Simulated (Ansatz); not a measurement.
```yaml
crystal:
  lattice:
    - [4.57856, 0.00000, 0.00000]
    - [0.00000, 5.16598, 0.00000]
    - [0.00000, 0.00000, 3.48974]
  atoms:
    - { symbol: Sn, position: [0.50000, 0.50000, 0.50000] }
    - { symbol: Sn, position: [0.00000, 0.00000, 0.00000] }
    - { symbol: O, position: [0.30707, 0.31096, 0.00000] }
    - { symbol: O, position: [0.80707, 0.18904, 0.50000] }
    - { symbol: O, position: [0.19293, 0.81096, 0.50000] }
    - { symbol: O, position: [0.69293, 0.68904, 0.00000] }
```

Space group Pnnm; a structure from a database of computed crystals, not necessarily the ambient phase; computed pressure about −23 GPa in this cell.

Theory: Ansatz, DFT LDA, scalar-relativistic, plane waves, PAW.

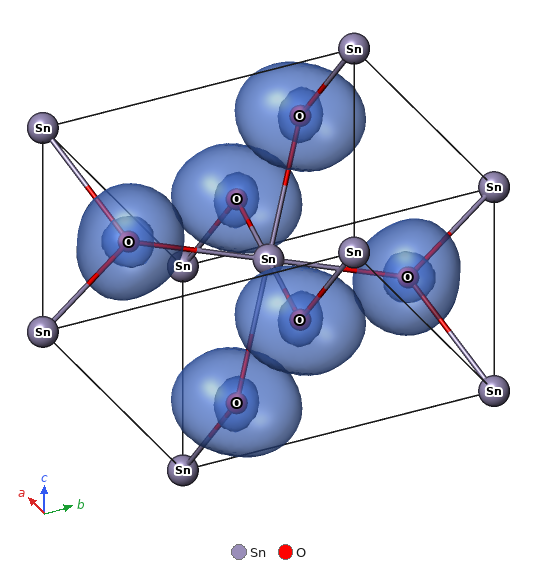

SnO2. Isosurface of the ELF at 0.7 (blue), seen at an oblique angle. Only the valence region is drawn (cores and ρ < 0.01 e/Å³ removed). Sticks mark near contacts.

In a PAW calculation such maps are meaningful between the atoms, not at the nuclei.

Identify the bonds, lone pairs and shells in this picture.

The surface consists of four regions wrapped around O (the valence shell of each), counted in one cell of 6 atoms. Any copies at cell faces, edges or corners count once.

Values along the shortest contacts:
Sn–O (2.13 Å): the ELF peaks at about 0.80 in the valence shell of O, 0.6 Å from its nucleus, and is about 0.25 at the midpoint (no shared electron pair shows on this line). Sn–O (2.19 Å): the ELF peaks at about 0.80 in the valence shell of O, 0.6 Å from its nucleus, and is about 0.25 at the midpoint; no localised pair shows between them.
